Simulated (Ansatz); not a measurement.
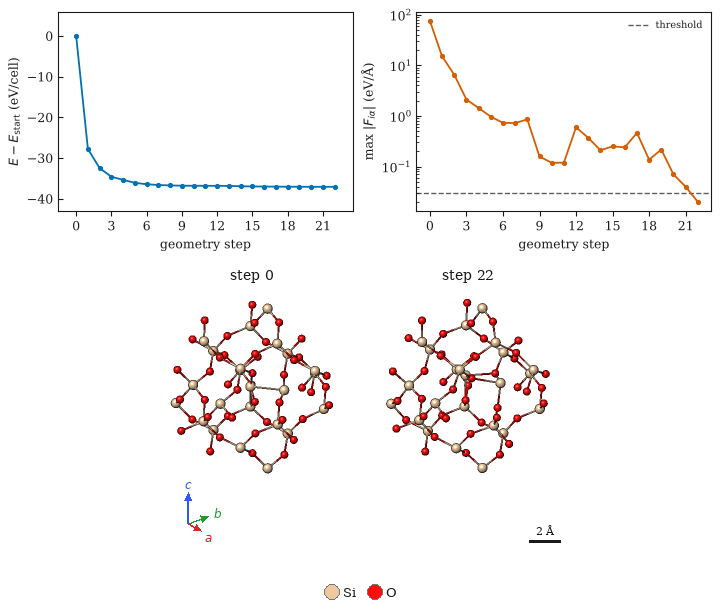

First and last geometry of a relaxation of a defect cell of composition Si55O108, with the history of the run. The picture is a ball-and-stick view of the atoms within 5.8 Å of the atom that moves most (axes of the cell of the calculation (origin shifted)), seen slightly off an axis.

The calculation used Ansatz 0.2.0, DFT, PBEsol, PAW, plane waves. Settings: plane-wave cutoff 420 eV; k-point mesh 1 × 1 × 1; mesh shifted by (0.25, 0.25, 0.25); no spin polarisation; atoms relaxed in a fixed cell; force threshold 0.03 eV/Å; at most 80 steps.

> What do the curves and the structures tell?

It converged. A Si atom moves most: 0.79 Å roughly along [−1 0 2]. Largest moves by element: Si 0.79 Å, O 0.67 Å. The cell stays as it was. Among the contacts that change: O–Si 1.030 → 1.659 Å, O–Si 1.197 → 1.680 Å, O–Si 2.385 → 1.938 Å, Si–Si 2.431 → 2.858 Å. New bonds form, among them: O–Si (2.36 → 1.95 Å), O–Si (2.38 → 1.94 Å). Among the angles between lasting bonds that change: O–Si–O 155.0° → 100.7°, O–Si–O 150.1° → 97.5°, Si–O–Si 165.3° → 129.1°. After 22 geometry steps the energy has fallen by 37.075 eV per cell of the calculation. Largest force component: 76 eV/Å at the start, 0.02 eV/Å at the end. Cost: 31 s on 1 × NVIDIA GB200 with 8 threads of Arm Neoverse-V2, peak memory 2.2 GiB.
